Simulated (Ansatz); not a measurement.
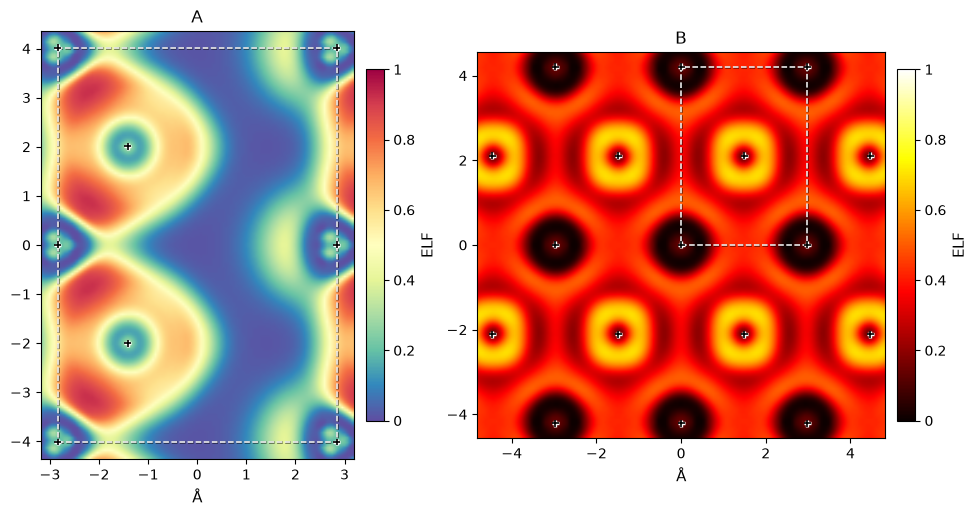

The electron localisation function of 2 systems, each on a plane through atoms (crosses mark nuclei in the plane).

These are results of Ansatz 0.2.0, DFT PBEsol, scalar-relativistic, plane waves, PAW, not measurements.

System 1: AlAs, the (101) plane of the conventional cell. Space group F-43m.

```cif
data_structure
_symmetry_space_group_name_H-M 'P 1'
_symmetry_Int_Tables_number 1
_cell_length_a 5.6746
_cell_length_b 5.6746
_cell_length_c 5.6746
_cell_angle_alpha 90.000
_cell_angle_beta 90.000
_cell_angle_gamma 90.000
_cell_volume 182.73
loop_
_atom_site_label
_atom_site_type_symbol
_atom_site_fract_x
_atom_site_fract_y
_atom_site_fract_z
_atom_site_occupancy
Al1 Al 0.50000 0.50000 0.00000 1
Al2 Al 0.00000 0.50000 0.50000 1
Al3 Al 0.00000 0.00000 0.00000 1
Al4 Al 0.50000 0.00000 0.50000 1
As1 As 0.25000 0.75000 0.25000 1
As2 As 0.75000 0.75000 0.75000 1
As3 As 0.75000 0.25000 0.25000 1
As4 As 0.25000 0.25000 0.75000 1
```

System 2: AlRu, the (101̄) plane of the conventional cell. Space group Pm-3m; computed without spin polarisation.

```
CELL_PARAMETERS angstrom
2.97641 0.00000 0.00000
0.00000 2.97641 0.00000
0.00000 0.00000 2.97641
ATOMIC_POSITIONS crystal
Al 0.00000 0.00000 0.00000
Ru 0.50000 0.50000 0.50000
```

Which map belongs to which system?

Panel A is system 1, AlAs: the plane holds Al and As. Al–As (2.46 Å): the ELF peaks at about 0.90 between the atoms (a shared electron pair). Panel B is system 2, AlRu: the plane holds Al and Ru. Al–Ru (2.58 Å): the ELF is about 0.40 at the midpoint.
